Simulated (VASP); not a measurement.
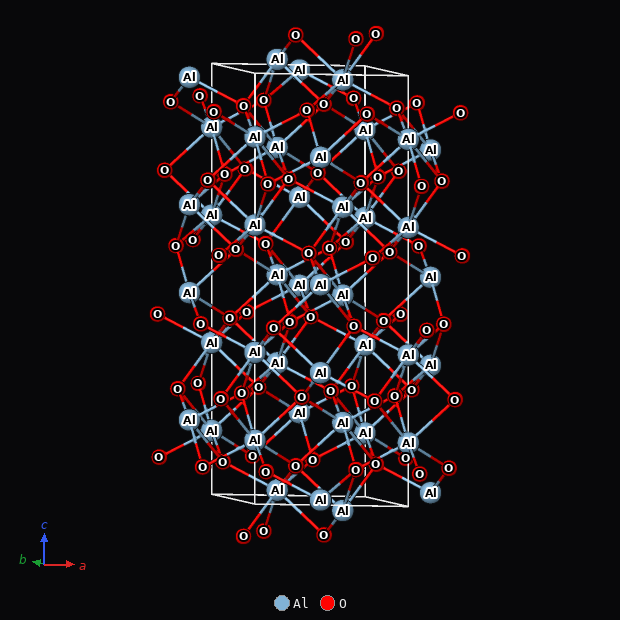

Al₂O₃ (space group R-3c, No. 167): the geometry relaxed with VASP 6.6.1, VASP Kohn-Sham DFT of a periodic cell, PBE, VASP PAW PBE potentials, minimal, release 54.

Bonds are taken as Al–O below 2.2 Å; no other contact counts. Atoms with one bond or none are removed and atoms with two bonds are replaced by edges, until no such atom is left.

> What kind of net remains, and which atoms are its nodes?

A binodal (4,6)-connected, three-periodic net: O is a 4-connected node; Al is a 6-connected node, in the ratio 3:2.

> Does the net have a name?

It is the cor net, known from corundum.

> Is the net interpenetrated?

It is a single net, without interpenetration.

> How many nodes does the smallest cycle have?

Four.

> Give the point symbol of each node (shortest cycle at each angle).

O: 4³·6³; Al: 4⁶·6⁹.
